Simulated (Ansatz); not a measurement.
# AlN: what the fields show

Input

```
crystal:
  lattice:
    - [-0.0152594184, 2.0237977183, 2.0237977183]
    - [2.0237977183, -0.0152594184, 2.0237977183]
    - [2.0237977183, 2.0237977183, -0.0152594184]
  atoms:
    - { symbol: Al, position: [0.0, 0.0, 0.0] }
    - { symbol: "N", position: [0.5, 0.5, 0.5] }
kpoints:
  mp_grid: { grid: [8, 8, 8] }
  band_path:
    path:
      - [0.0, 0.0, 0.0]
      - [0.5, 0.0, 0.5]
      - [0.625, 0.25, 0.625]
      - [0.375, 0.375, 0.75]
      - [0.5, 0.5, 0.5]
      - [0.5, 0.25, 0.75]
      - [0.0, 0.5, 0.5]
    npoints: 1
hamiltonian:
  xc: hse06
scf:
  occupations: { method: fixed }
  n_extra_bands: 4
output:
  forces: true
  stress: true
  eigenvalues: true
  write_density: true
  write_potential: true
  elf: true
  volumetric_format: npy
```

Below, planes, directions and counts refer to the conventional cell (a = 2.88 Å, b = 2.88 Å, c = 6.98 Å, α = 90.00°, β = 90.00°, γ = 120.00°).

Space group R-3m; started from the rocksalt prototype, which need not be the ambient phase; changed on purpose from its base cell (epitaxial 111 strain +1.0%); computed pressure about −6 GPa in this cell.

Method: Ansatz, DFT, HSE06, plane waves, PAW.

Core electrons are frozen (PAW), and the valence fields are smoothed inside the atomic spheres.

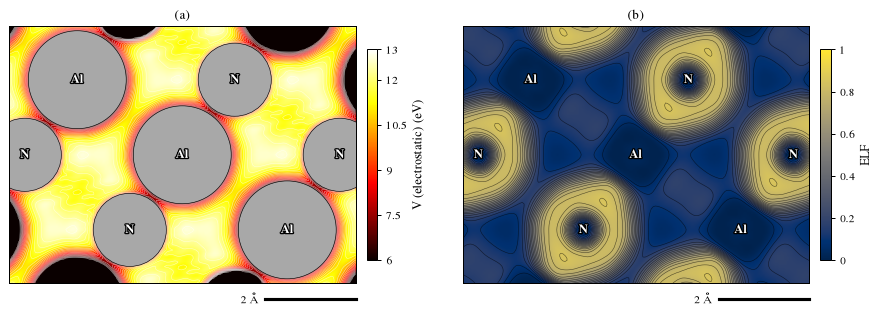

Figure 1. (a) electrostatic potential energy of an electron; (b) electron localisation function on the (110) plane of the conventional cell. Grey discs cover the atomic cores in the potential map.

> Read the bonding off the picture.

- Atoms in the plane: Al and N.
- Al–N (2.03 Å): the ELF peaks at about 0.85 in the valence shell of N, 0.8 Å from its nucleus, and is about 0.80 at the midpoint.
- Outside the cores the potential energy rises away from the atoms and is highest about 1.3 Å from the nearest atoms; its zero is arbitrary.

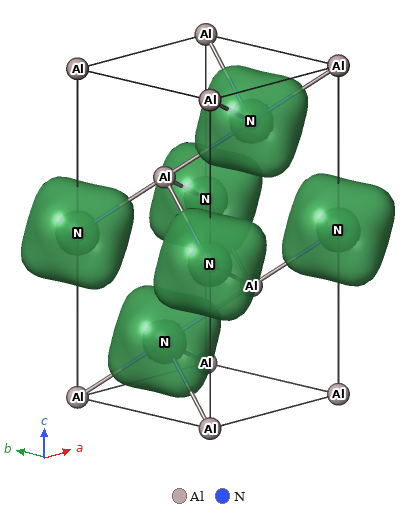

Figure 2. Isosurface of the ELF at 0.65 (green), seen at an oblique angle. Core shells and regions of very low density are left out. Sticks mark near contacts.

> What do the ELF domains correspond to?

At this value the surface marks out three regions on N in which the atom's valence shell and bonds are merged, counted in one cell of 6 atoms. Regions shared between cells count once.

> Does the calculation make it a metal, or give it a gap?

It is gapped, with a Kohn–Sham gap of 5.8 eV on the k-point mesh, an upper bound to the gap of this method.
